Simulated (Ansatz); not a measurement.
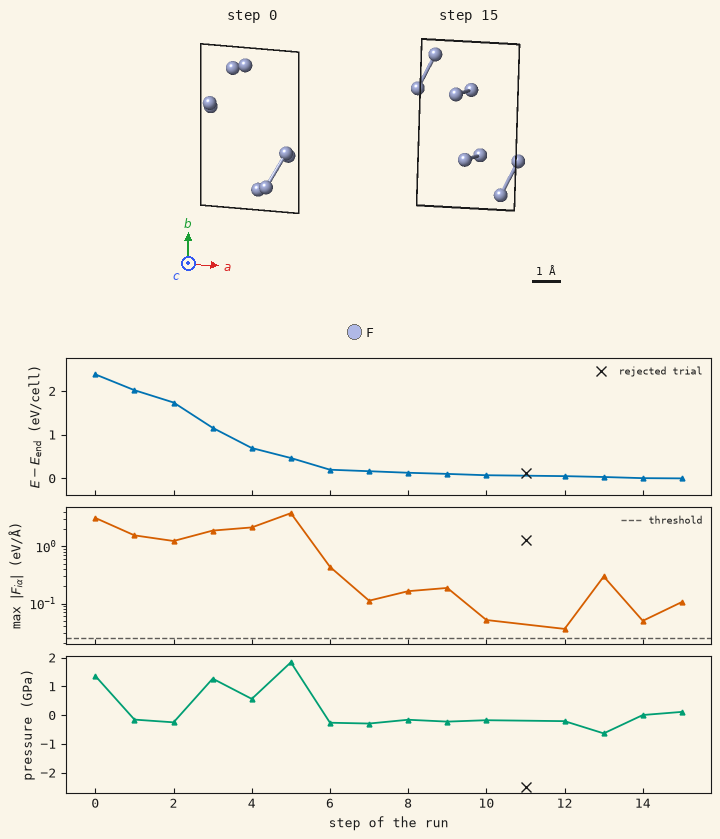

First and last geometry of a relaxation of solid F (a generated structure, set up in P1) (coarse preliminary run), with the history of the run. A ball-and-stick model of the cell of the calculation, seen along the c axis.

Computed with DFT PBE+D3(BJ), scalar-relativistic, plane waves, PAW in Ansatz. Settings: plane-wave cutoff 420 eV; k-point mesh 6 × 4 × 4; occupations gaussian; smearing width 0.2 eV; no spin polarisation; cell and atoms relaxed; force threshold 0.025 eV/Å; at most 60 steps.

> What do the curves and the structures tell?

The run was cut off at its time limit before the relaxation converged, so the last structure is only a point on the way. The energy falls by 2.382 eV per cell of the calculation in 14 accepted moves (15 points after the start). The largest force component goes from 3.2 to 0.11 eV/Å. The pressure goes from 1.36 to 0.12 GPa. The line search rejected the trial step at point 11 of the run. The largest move relative to the cell is that of an F atom, 1.20 Å along [1 −2 −1]. The drawn cell changes as follows: a 3.547 → 3.524 Å (−0.6 %), b 5.806 → 5.990 Å (+3.2 %), c 6.672 → 6.602 Å (−1.1 %), α 91.2° → 91.5°, γ 94.9° → 91.4°; the volume changes by +1.8 %. Near-neighbour distances that change, for instance: F–F 1.892 → 1.415 Å, F–F 1.730 → 1.415 Å, F–F 1.691 → 1.418 Å, F–F 1.483 → 1.417 Å. New bonds form: F–F (1.73 → 1.42 Å), F–F (1.89 → 1.42 Å). The space group stays P1 (No. 1). Cost: 6.7 min on 1 thread of Arm Neoverse V1, with other jobs on the host, peak memory 0.46 GiB.

```json
{"step": "0", "E − E(0), meV/atom": "0.00", "largest force component, eV/Å": "3.1604", "pressure, GPa": "1.36", "volume, Å³/atom": "17.105", "note": ""}
{"step": "1", "E − E(0), meV/atom": "-45.27", "largest force component, eV/Å": "1.5652", "pressure, GPa": "-0.15", "volume, Å³/atom": "17.199", "note": ""}
{"step": "2", "E − E(0), meV/atom": "-80.51", "largest force component, eV/Å": "1.2470", "pressure, GPa": "-0.25", "volume, Å³/atom": "17.096", "note": ""}
{"step": "3", "E − E(0), meV/atom": "-153.02", "largest force component, eV/Å": "1.8975", "pressure, GPa": "1.27", "volume, Å³/atom": "17.082", "note": ""}
{"step": "4", "E − E(0), meV/atom": "-210.87", "largest force component, eV/Å": "2.1558", "pressure, GPa": "0.57", "volume, Å³/atom": "17.352", "note": ""}
{"step": "5", "E − E(0), meV/atom": "-239.46", "largest force component, eV/Å": "3.8349", "pressure, GPa": "1.84", "volume, Å³/atom": "17.732", "note": ""}
{"step": "6", "E − E(0), meV/atom": "-272.97", "largest force component, eV/Å": "0.4394", "pressure, GPa": "-0.26", "volume, Å³/atom": "17.831", "note": ""}
{"step": "7", "E − E(0), meV/atom": "-277.24", "largest force component, eV/Å": "0.1123", "pressure, GPa": "-0.29", "volume, Å³/atom": "17.938", "note": ""}
{"step": "8", "E − E(0), meV/atom": "-281.69", "largest force component, eV/Å": "0.1648", "pressure, GPa": "-0.16", "volume, Å³/atom": "17.893", "note": ""}
{"step": "9", "E − E(0), meV/atom": "-284.94", "largest force component, eV/Å": "0.1878", "pressure, GPa": "-0.22", "volume, Å³/atom": "17.820", "note": ""}
{"step": "10", "E − E(0), meV/atom": "-288.77", "largest force component, eV/Å": "0.0515", "pressure, GPa": "-0.17", "volume, Å³/atom": "17.785", "note": ""}
{"step": "11", "E − E(0), meV/atom": "-282.07", "largest force component, eV/Å": "1.2876", "pressure, GPa": "-2.50", "volume, Å³/atom": "17.705", "note": "rejected"}
{"step": "12", "E − E(0), meV/atom": "-291.34", "largest force component, eV/Å": "0.0360", "pressure, GPa": "-0.21", "volume, Å³/atom": "17.719", "note": ""}
{"step": "13", "E − E(0), meV/atom": "-293.82", "largest force component, eV/Å": "0.2979", "pressure, GPa": "-0.63", "volume, Å³/atom": "17.570", "note": ""}
{"step": "14", "E − E(0), meV/atom": "-297.11", "largest force component, eV/Å": "0.0498", "pressure, GPa": "0.01", "volume, Å³/atom": "17.446", "note": ""}
{"step": "15", "E − E(0), meV/atom": "-297.78", "largest force component, eV/Å": "0.1065", "pressure, GPa": "0.12", "volume, Å³/atom": "17.406", "note": ""}
```
